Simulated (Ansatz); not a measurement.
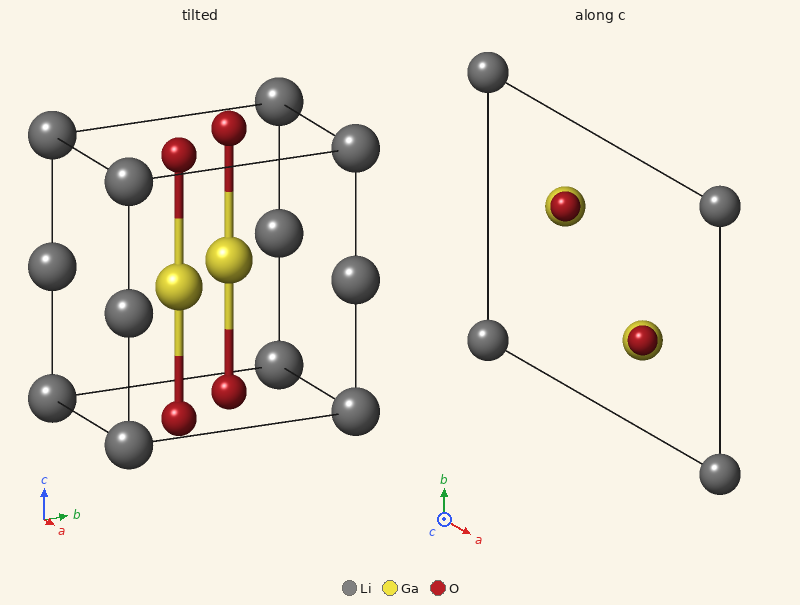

The figure gives a ball-and-stick picture of the atoms, viewed slightly off an axis and along the c axis. Thin lines show the conventional unit cell, with boundary atoms drawn in all their periodic places. Cell: a = 4.73 Å, b = 4.73 Å, c = 4.00 Å, α = 90.00°, β = 90.00°, γ = 120.00°.

Starting structure: a random cell made by a generator, so it need not be a real form of the compound. Earlier steps of the study, as a rule a relaxation of our own, may have changed the cell and positions, so they can lie some per cent off the listed ones. It was run through Ansatz as a DFT input.

What structure is drawn here?

Formula: LiGaO. Space group: P6/mmm (No. 191). Lattice: primitive hexagonal. In the cell are 2 Li, 2 Ga, 2 O, which makes 2 formula units. About every Ga there are two O in a linear arrangement at about 2.0 Å. O bonds to two Ga in a linear arrangement at about 2.0 Å. The bonds build GaO chains along [001]; Li atoms get no bond from the drawing's distance rule.

All computed values are from Ansatz 0.2.0, DFT PBE, scalar-relativistic, plane waves, PAW. Settings: a plane-wave cutoff of 420 eV, a 12×12×10 mesh of k-points, Gaussian smearing of 0.1 eV, no spin polarisation.

Predict the gap.

A metal: bands cross the Fermi level.

List the Bader charges.

Li +0.79 to +0.88 e; Ga +0.30 e; O -1.13 e.

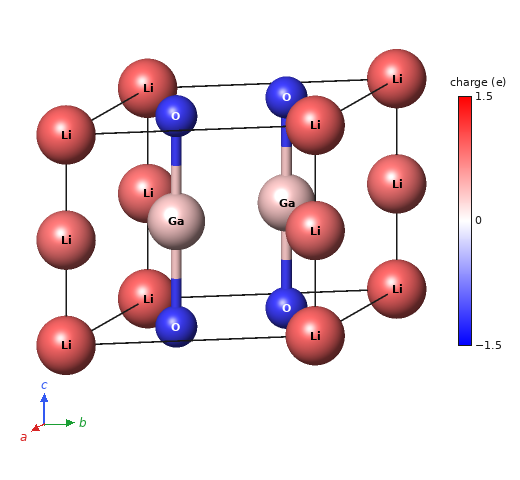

The atoms coloured by those charges. The run's cell of 6 atoms is drawn.

Do the forces and the stress vanish for this geometry?

Yes. All forces vanish to within 0.01 eV/Å. The pressure is 0.0 GPa, close to zero.
